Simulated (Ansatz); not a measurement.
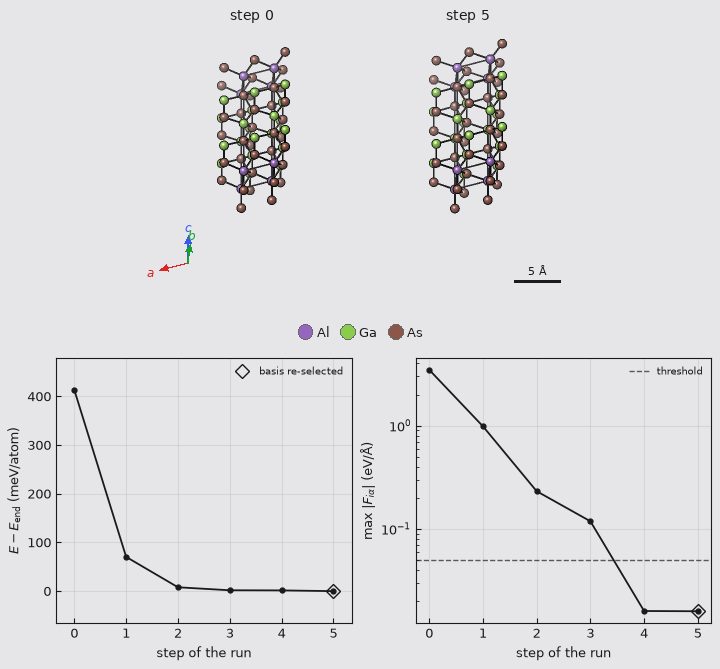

First and last geometry of a relaxation of solid AlGa3As4 (a generated structure, set up in P3m1) (coarse preliminary run), with the history of the run. Style: ball-and-stick. Shown: the cell of the calculation, from a free direction.

Case: In → Al, N → As on all its sites, cell and atoms relaxed.

Level of theory: DFT r2SCAN, scalar-relativistic, plane waves, PAW (Ansatz). Set-up: plane-wave cutoff 500 eV; k-point mesh 6 × 6 × 2; occupations gaussian; smearing width 0.1 eV; no spin polarisation; cell and atoms relaxed; force threshold 0.05 eV/Å; at most 60 steps.

Question: Did the run converge, and what did it change?

Answer: It converged. The atom that moves furthest relative to the cell is an As atom (0.24 Å along −c). By element the largest moves are As 0.24 Å, Ga 0.14 Å, Al 0.02 Å. The drawn cell changes as follows: a = b 3.710 → 4.002 Å (+7.9 %), c 12.173 → 13.147 Å (+8.0 %); the volume changes by +25.7 %. Near-neighbour distances that change, for instance: As–Ga 2.184 → 2.460 Å, As–Ga 2.212 → 2.458 Å, As–Ga 2.253 → 2.457 Å, Al–As 2.363 → 2.450 Å. Among the angles between lasting bonds that change: As–Al–As 103.5° → 109.5°, Al–As–Al 103.5° → 109.5°, As–Al–As 115.0° → 109.4°. The space group stays P3m1 (No. 156). The energy falls by 413 meV per atom in 4 accepted moves (5 points after the start). The largest force component goes from 3.5 to 0.016 eV/Å. Pressure: 28.79 GPa at the start and −0.01 GPa at the end. At 1 point the geometry stayed and the basis and grid were re-selected for the new cell (energy shift of 1.5 meV per atom at most each time). The run took 86 s on 2 threads of Oxide Virtual Turin-like Processor (Zen 5) (shared host), peak memory 0.86 GiB.
